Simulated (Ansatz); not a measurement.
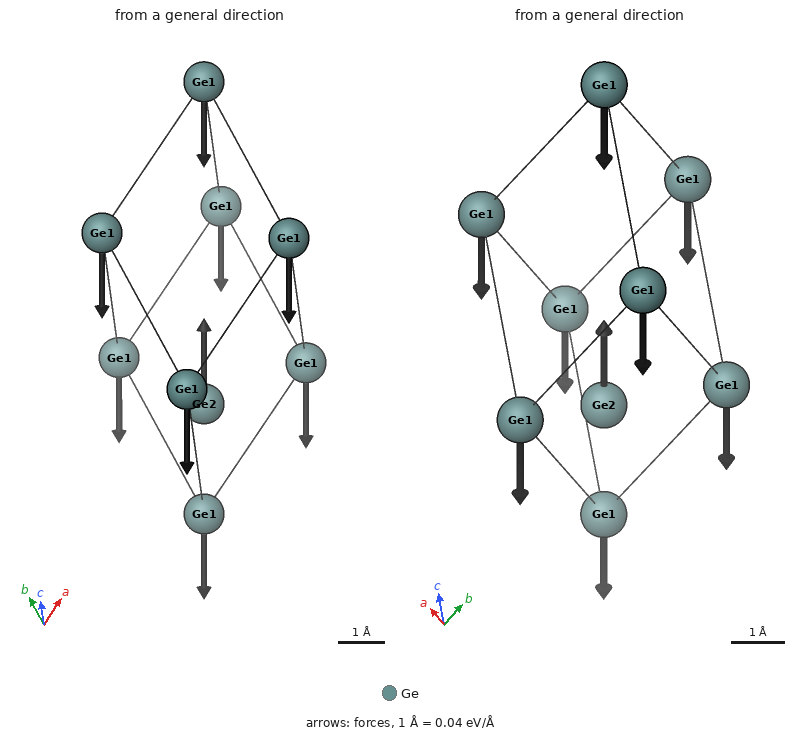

Spheres-only representation of a periodic structure, projected from two general directions. The simulation cell is drawn as a box. The arrows are the computed forces on the atoms.

System: Ge. All computed values are from Ansatz 0.2.0, DFT, PBE, plane waves, PAW. Settings: a 420 eV plane-wave basis, the zone sampled with 8×8×8 points, Fermi-Dirac smearing of 0.02 eV, no spin polarisation.

Question: Judging by the arrows, is the geometry relaxed?

Answer: No. The atoms still feel forces of up to about 0.06 eV/Å, above a usual threshold of 0.01 to 0.03 eV/Å.

Question: On which atom is the force largest?

Answer: Ge1 and Ge2, about 0.06 eV/Å.

The structure comes from a structure type filled with this element by a generator (whether the element takes this form wasn't checked). The cell was then strained or its atoms displaced on purpose. It was run through Ansatz as a DFT input.
